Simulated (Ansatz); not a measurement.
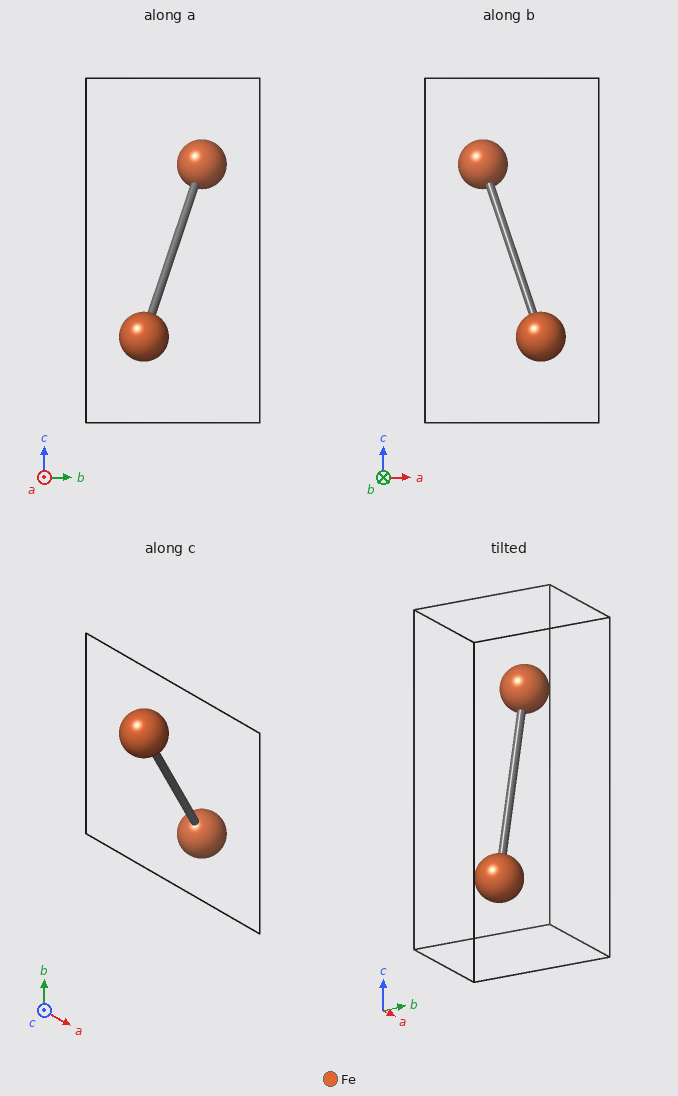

The crystal in a ball-and-stick representation, seen along the a axis, along the b axis, along the c axis and slightly off an axis. The parallelepiped is the conventional unit cell.

Lattice parameters: a = 2.534 Å, b = 2.534 Å, c = 4.357 Å, α = 90.00°, β = 90.00°, γ = 120.00°.

Question: Put the structure into a table of Wyckoff sites.

Answer: Space group P6_3/mmc (No. 194).
```
atom  site       x       y       z
  Fe    2d  0.3333  0.6667  0.7500
```

The structure was taken from a structure type filled with this element by a generator (whether the element takes this form wasn't checked). Earlier steps of the study may have refined or changed the cell and positions. It went into a calculation with Ansatz.

At this level of theory the cell isn't at rest (compressed, at 12 GPa), so its distances can differ from those at equilibrium, the more so the softer the solid.
